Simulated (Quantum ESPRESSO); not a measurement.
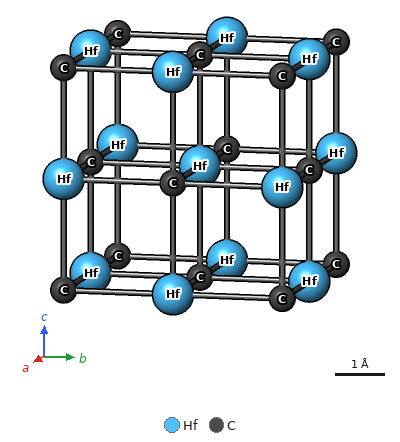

**Figure 1.** The structure as given in the input (ball-and-stick view of the cell 4 times as large as that of the calculation, set on its symmetry axes, seen slightly off an axis). An atom can appear more than once, as a periodic image. Near neighbours in the periodic cell (some may lie outside the picture): Hf has 6 C at 2.33 Å; C has 6 Hf at 2.33 Å.

# HfC: band-structure run (part 1 of 2)

System: HfC (2 atoms in the cell).
Method: Kohn-Sham DFT of a periodic cell, PBE, PseudoDojo 0.4.1 SR PBE standard, no spin polarisation (Quantum ESPRESSO 7.5).

The structure derives from an entry of the Crystallography Open Database.

### Input file
```
&CONTROL
  calculation = 'scf'
  prefix = 'pwscf'
  outdir = './tmp'
  pseudo_dir = './pseudo'
  tprnfor = .true.
  tstress = .true.
  disk_io = 'low'
/
&SYSTEM
  ibrav = 0
  nat = 2
  ntyp = 2
  ecutwfc = 82
  nbnd = 14
  occupations = 'smearing'
  smearing = 'fd'
  degauss = 0.00367493
/
&ELECTRONS
  conv_thr = 4d-10
  electron_maxstep = 120
  mixing_beta = 0.5
/
ATOMIC_SPECIES
Hf   178.4900 Hf.upf
C     12.0110 C.upf
CELL_PARAMETERS angstrom
   0.0000000000    2.3250000000    2.3250000000
   2.3250000000    0.0000000000    2.3250000000
   2.3250000000    2.3250000000    0.0000000000
ATOMIC_POSITIONS crystal
Hf     0.5000000000    0.5000000000    0.5000000000
C      0.0000000000    0.0000000000    0.0000000000
K_POINTS automatic
10 10 10 0 0 0
```

### File bands.in
```
&CONTROL
  calculation = 'bands'
  prefix = 'pwscf'
  outdir = './tmp'
  pseudo_dir = './pseudo'
  disk_io = 'low'
  verbosity = 'high'
/
&SYSTEM
  ibrav = 0
  nat = 2
  ntyp = 2
  ecutwfc = 82
  nbnd = 14
  occupations = 'smearing'
  smearing = 'fd'
  degauss = 0.00367493
/
&ELECTRONS
  conv_thr = 1d-08
  electron_maxstep = 120
  mixing_beta = 0.5
  diago_full_acc = .true.
  startingwfc = 'random'
/
ATOMIC_SPECIES
Hf   178.4900 Hf.upf
C     12.0110 C.upf
CELL_PARAMETERS angstrom
   0.0000000000    2.3250000000    2.3250000000
   2.3250000000    0.0000000000    2.3250000000
   2.3250000000    2.3250000000    0.0000000000
ATOMIC_POSITIONS crystal
Hf     0.5000000000    0.5000000000    0.5000000000
C      0.0000000000    0.0000000000    0.0000000000
K_POINTS crystal
60
 0.0000000000  0.0000000000  0.0000000000 1
 0.0625000000  0.0000000000  0.0625000000 1
 0.1250000000  0.0000000000  0.1250000000 1
 0.1875000000  0.0000000000  0.1875000000 1
 0.2500000000  0.0000000000  0.2500000000 1
 0.3125000000  0.0000000000  0.3125000000 1
 0.3750000000  0.0000000000  0.3750000000 1
 0.4375000000  0.0000000000  0.4375000000 1
 0.5000000000  0.0000000000  0.5000000000 1
 0.5000000000  0.0625000000  0.5625000000 1
 0.5000000000  0.1250000000  0.6250000000 1
 0.5000000000  0.1875000000  0.6875000000 1
 0.5000000000  0.2500000000  0.7500000000 1
 0.4375000000  0.3125000000  0.7500000000 1
 0.3750000000  0.3750000000  0.7500000000 1
 0.3375000000  0.3375000000  0.6750000000 1
 0.3000000000  0.3000000000  0.6000000000 1
 0.2625000000  0.2625000000  0.5250000000 1
 0.2250000000  0.2250000000  0.4500000000 1
 0.1875000000  0.1875000000  0.3750000000 1
 0.1500000000  0.1500000000  0.3000000000 1
 0.1125000000  0.1125000000  0.2250000000 1
 0.0750000000  0.0750000000  0.1500000000 1
 0.0375000000  0.0375000000  0.0750000000 1
 0.0000000000  0.0000000000  0.0000000000 1
 0.0625000000  0.0625000000  0.0625000000 1
 0.1250000000  0.1250000000  0.1250000000 1
 0.1875000000  0.1875000000  0.1875000000 1
 0.2500000000  0.2500000000  0.2500000000 1
 0.3125000000  0.3125000000  0.3125000000 1
 0.3750000000  0.3750000000  0.3750000000 1
 0.4375000000  0.4375000000  0.4375000000 1
 0.5000000000  0.5000000000  0.5000000000 1
 0.5250000000  0.4500000000  0.5250000000 1
 0.5500000000  0.4000000000  0.5500000000 1
 0.5750000000  0.3500000000  0.5750000000 1
 0.6000000000  0.3000000000  0.6000000000 1
 0.6250000000  0.2500000000  0.6250000000 1
 0.5833333333  0.2500000000  0.6666666667 1
 0.5416666667  0.2500000000  0.7083333333 1
 0.5000000000  0.2500000000  0.7500000000 1
 0.5000000000  0.2857142857  0.7142857143 1
 0.5000000000  0.3214285714  0.6785714286 1
 0.5000000000  0.3571428571  0.6428571429 1
 0.5000000000  0.3928571429  0.6071428571 1
 0.5000000000  0.4285714286  0.5714285714 1
 0.5000000000  0.4642857143  0.5357142857 1
 0.5000000000  0.5000000000  0.5000000000 1
 0.4821428571  0.4821428571  0.5357142857 1
 0.4642857143  0.4642857143  0.5714285714 1
 0.4464285714  0.4464285714  0.6071428571 1
 0.4285714286  0.4285714286  0.6428571429 1
 0.4107142857  0.4107142857  0.6785714286 1
 0.3928571429  0.3928571429  0.7142857143 1
 0.3750000000  0.3750000000  0.7500000000 1
 0.6250000000  0.2500000000  0.6250000000 1
 0.5937500000  0.1875000000  0.5937500000 1
 0.5625000000  0.1250000000  0.5625000000 1
 0.5312500000  0.0625000000  0.5312500000 1
 0.5000000000  0.0000000000  0.5000000000 1
```

Launched with:
```bash
OMP_NUM_THREADS=1 pw.x -in pw.in > pw.out
OMP_NUM_THREADS=1 pw.x -in bands.in > bands.out
```

### Log
```
This program is part of the open-source Quantum ESPRESSO suite
     for quantum simulation of materials; please cite
         "P. Giannozzi et al., J. Phys.:Condens. Matter 21 395502 (2009);
         "P. Giannozzi et al., J. Phys.:Condens. Matter 29 465901 (2017);
         "P. Giannozzi et al., J. Chem. Phys. 152 154105 (2020);
          URL
     in publications or presentations arising from this work. More details at

     Message from routine setup:
     using ibrav=0 with symmetry is DISCOURAGED, use correct ibrav instead

     G-vector sticks info
     --------------------
     sticks:   dense  smooth     PW     G-vecs:    dense   smooth      PW
     Sum         859     859    253                16889    16889    2741

     Using Slab Decomposition

     bravais-lattice index     =            0
     lattice parameter (alat)  =       6.2135  a.u.
     unit-cell volume          =     169.6272 (a.u.)^3
     number of atoms/cell      =            2
     number of atomic types    =            2
     number of electrons       =        16.00
     number of Kohn-Sham states=           14
     kinetic-energy cutoff     =      82.0000  Ry
     charge density cutoff     =     328.0000  Ry
     scf convergence threshold =      4.0E-10
     mixing beta               =       0.5000
     number of iterations used =            8  plain     mixing
     Exchange-correlation= PBE
                           (   1   4   3   4   0   0   0)

     celldm(1)=   6.213507  celldm(2)=   0.000000  celldm(3)=   0.000000
     celldm(4)=   0.000000  celldm(5)=   0.000000  celldm(6)=   0.000000

     crystal axes: (cart. coord. in units of alat)
               a(1) = (   0.000000   0.707107   0.707107 )
               a(2) = (   0.707107   0.000000   0.707107 )
               a(3) = (   0.707107   0.707107   0.000000 )

     reciprocal axes: (cart. coord. in units 2 pi/alat)
               b(1) = ( -0.707107  0.707107  0.707107 )
               b(2) = (  0.707107 -0.707107  0.707107 )
               b(3) = (  0.707107  0.707107 -0.707107 )

     PseudoPot. # 1 for Hf read from file:
     Hf.upf
     Pseudo is Norm-conserving + core correction, Zval = 12.0
     Generated using ONCVPSP code by D. R. Hamann
     Using radial grid of 1656 points,  8 beta functions with:
                l(1) =   0
                l(2) =   0
                l(3) =   1
                l(4) =   1
                l(5) =   2
                l(6) =   2
                l(7) =   3
                l(8) =   3

     PseudoPot. # 2 for C  read from file:
     C.upf
     Pseudo is Norm-conserving + core correction, Zval =  4.0
     Generated using ONCVPSP code by D. R. Hamann
     Using radial grid of 1248 points,  4 beta functions with:
                l(1) =   0
                l(2) =   0
                l(3) =   1
                l(4) =   1

     atomic species   valence    mass     pseudopotential
     Hf               12.00   178.49000     Hf( 1.00)
     C                 4.00    12.01100     C ( 1.00)

     48 Sym. Ops., with inversion, found

   Cartesian axes

     site n.     atom                  positions (alat units)
         1        Hf     tau(   1) = (   0.7071068   0.7071068   0.7071068  )
         2        C      tau(   2) = (   0.0000000   0.0000000   0.0000000  )

     number of k points=    47  Fermi-Dirac smearing, width (Ry)=  0.0037
                       cart. coord. in units 2pi/alat
        k(    1) = (   0.0000000   0.0000000   0.0000000), wk =   0.0020000
        k(    2) = (   0.0707107   0.0707107  -0.0707107), wk =   0.0160000
        k(    3) = (   0.1414214   0.1414214  -0.1414214), wk =   0.0160000
        k(    4) = (   0.2121320   0.2121320  -0.2121320), wk =   0.0160000
        k(    5) = (   0.2828427   0.2828427  -0.2828427), wk =   0.0160000
        k(    6) = (  -0.3535534  -0.3535534   0.3535534), wk =   0.0080000
        k(    7) = (   0.1414214  -0.0000000   0.0000000), wk =   0.0120000
        k(    8) = (   0.2121320   0.0707107  -0.0707107), wk =   0.0480000
        k(    9) = (   0.2828427   0.1414214  -0.1414214), wk =   0.0480000
        k(   10) = (   0.3535534   0.2121320  -0.2121320), wk =   0.0480000
        k(   11) = (  -0.2828427  -0.4242641   0.4242641), wk =   0.0480000
        k(   12) = (  -0.2121320  -0.3535534   0.3535534), wk =   0.0480000
        k(   13) = (  -0.1414214  -0.2828427   0.2828427), wk =   0.0480000
        k(   14) = (  -0.0707107  -0.2121320   0.2121320), wk =   0.0480000
        k(   15) = (   0.0000000  -0.1414214   0.1414214), wk =   0.0240000
        k(   16) = (   0.2828427  -0.0000000   0.0000000), wk =   0.0120000
        k(   17) = (   0.3535534   0.0707107  -0.0707107), wk =   0.0480000
        k(   18) = (   0.4242641   0.1414214  -0.1414214), wk =   0.0480000
        k(   19) = (  -0.2121320  -0.4949747   0.4949747), wk =   0.0480000
        k(   20) = (  -0.1414214  -0.4242641   0.4242641), wk =   0.0480000
        k(   21) = (  -0.0707107  -0.3535534   0.3535534), wk =   0.0480000
        k(   22) = (   0.0000000  -0.2828427   0.2828427), wk =   0.0240000
        k(   23) = (   0.4242641   0.0000000  -0.0000000), wk =   0.0120000
        k(   24) = (   0.4949747   0.0707107  -0.0707107), wk =   0.0480000
        k(   25) = (  -0.1414214  -0.5656854   0.5656854), wk =   0.0480000
        k(   26) = (  -0.0707107  -0.4949747   0.4949747), wk =   0.0480000
        k(   27) = (  -0.0000000  -0.4242641   0.4242641), wk =   0.0240000
        k(   28) = (   0.5656854  -0.0000000   0.0000000), wk =   0.0120000
        k(   29) = (  -0.0707107  -0.6363961   0.6363961), wk =   0.0480000
        k(   30) = (   0.0000000  -0.5656854   0.5656854), wk =   0.0240000
        k(   31) = (  -0.7071068   0.0000000   0.0000000), wk =   0.0060000
        k(   32) = (   0.2828427   0.1414214   0.0000000), wk =   0.0480000
        k(   33) = (   0.3535534   0.2121320  -0.0707107), wk =   0.0960000
        k(   34) = (  -0.2828427  -0.4242641   0.5656854), wk =   0.0960000
        k(   35) = (  -0.2121320  -0.3535534   0.4949747), wk =   0.0480000
        k(   36) = (   0.4242641   0.1414214  -0.0000000), wk =   0.0480000
        k(   37) = (  -0.2121320  -0.4949747   0.6363961), wk =   0.0960000
        k(   38) = (  -0.1414214  -0.4242641   0.5656854), wk =   0.0960000
        k(   39) = (  -0.0707107  -0.3535534   0.4949747), wk =   0.0960000
        k(   40) = (   0.0000000  -0.2828427   0.4242641), wk =   0.0480000
        k(   41) = (  -0.1414214  -0.5656854   0.7071068), wk =   0.0480000
        k(   42) = (  -0.0707107  -0.4949747   0.6363961), wk =   0.0960000
        k(   43) = (   0.0000000  -0.4242641   0.5656854), wk =   0.0480000
        k(   44) = (  -0.7071068   0.1414214   0.0000000), wk =   0.0240000
        k(   45) = (  -0.1414214  -0.4242641   0.7071068), wk =   0.0480000
        k(   46) = (  -0.0707107  -0.3535534   0.6363961), wk =   0.0480000
        k(   47) = (  -0.7071068   0.2828427   0.0000000), wk =   0.0240000

     Dense  grid:    16889 G-vectors     FFT dimensions: (  36,  36,  36)

     Initial potential from superposition of free atoms

     starting charge      15.9981, renormalised to      16.0000
     Starting wfcs are   14 randomized atomic wfcs

     Self-consistent Calculation

     iteration #  1     ecut=    82.00 Ry     beta= 0.50
     Davidson diagonalization with overlap
     ethr =  1.00E-02,  avg # of iterations =  3.0

     total energy              =    -124.78252292 Ry
     estimated scf accuracy    <       0.60410377 Ry

     iteration #  2     ecut=    82.00 Ry     beta= 0.50
     Davidson diagonalization with overlap
     ethr =  3.78E-03,  avg # of iterations =  2.1

     total energy              =    -124.96802498 Ry
     estimated scf accuracy    <       0.26127335 Ry

     iteration #  3     ecut=    82.00 Ry     beta= 0.50
     Davidson diagonalization with overlap
     ethr =  1.63E-03,  avg # of iterations =  1.3

     total energy              =    -125.01013546 Ry
     estimated scf accuracy    <       0.00368600 Ry

     iteration #  4     ecut=    82.00 Ry     beta= 0.50
     Davidson diagonalization with overlap
     ethr =  2.30E-05,  avg # of iterations =  4.1

     total energy              =    -125.01145276 Ry
     estimated scf accuracy    <       0.00112637 Ry

     iteration #  5     ecut=    82.00 Ry     beta= 0.50
     Davidson diagonalization with overlap
     ethr =  7.04E-06,  avg # of iterations =  1.1

     total energy              =    -125.01149160 Ry
     estimated scf accuracy    <       0.00017051 Ry

     iteration #  6     ecut=    82.00 Ry     beta= 0.50
     Davidson diagonalization with overlap
     ethr =  1.07E-06,  avg # of iterations =  2.2

     total energy              =    -125.01149648 Ry
     estimated scf accuracy    <       0.00001783 Ry

     iteration #  7     ecut=    82.00 Ry     beta= 0.50
     Davidson diagonalization with overlap
     ethr =  1.11E-07,  avg # of iterations =  2.0

     total energy              =    -125.01149985 Ry
     estimated scf accuracy    <       0.00000023 Ry

     iteration #  8     ecut=    82.00 Ry     beta= 0.50
     Davidson diagonalization with overlap
     ethr =  1.43E-09,  avg # of iterations =  3.4

     total energy              =    -125.01149995 Ry
     estimated scf accuracy    <       0.00000002 Ry

     iteration #  9     ecut=    82.00 Ry     beta= 0.50
     Davidson diagonalization with overlap
     ethr =  1.26E-10,  avg # of iterations =  2.1

     total energy              =    -125.01149996 Ry
     estimated scf accuracy    <       0.00000003 Ry

     iteration # 10     ecut=    82.00 Ry     beta= 0.50
     Davidson diagonalization with overlap
     ethr =  1.26E-10,  avg # of iterations =  2.0

     total energy              =    -125.01149996 Ry
     estimated scf accuracy    <          5.6E-10 Ry
```
